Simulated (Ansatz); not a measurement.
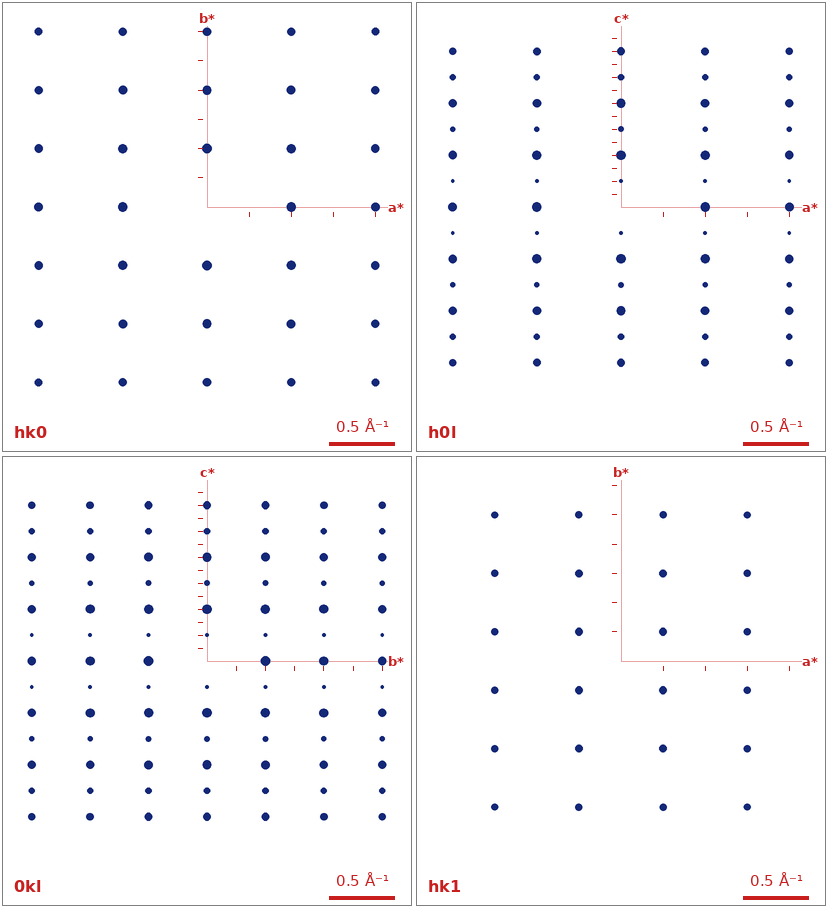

Simulated precession-type sections (neutrons; kinematic intensities, B = 0.5 Å²). The ticks mark integer indices of the conventional cell.

The compound is W. Structure: the end point of a relaxation with DFT PBEsol, scalar-relativistic, plane waves, PAW in Ansatz 0.2.0; the starting structure was generated, so it need not be a known form of this composition.

Read the reciprocal cell and give the direct cell.

Answer. a* = 0.328, b* = 0.228, c* = 0.101 Å⁻¹; the cell is orthorhombic with a = 3.05 Å, b = 4.39 Å, c = 9.87 Å.

List the systematic absences.

Answer. Reflections are present only under these conditions. hkl: h + k = 2n, h + l = 2n; hk0: h = 2n, k = 2n; h0l: h = 2n, l = 2n; 0kl: k = 2n, l = 2n; h00: h = 2n; 0k0: k = 2n; 00l: l = 2n. The lattice is face-centred (F).

Which space groups fit?

Answer. The intensities have Laue symmetry mmm (the hk0 layer shows 2mm, hk1 shows 2mm). With these conditions the candidates are F222 (No. 22), Fmm2 (No. 42), Fmmm (No. 69). Diffraction geometry alone does not choose among them; the structure has Fmmm.
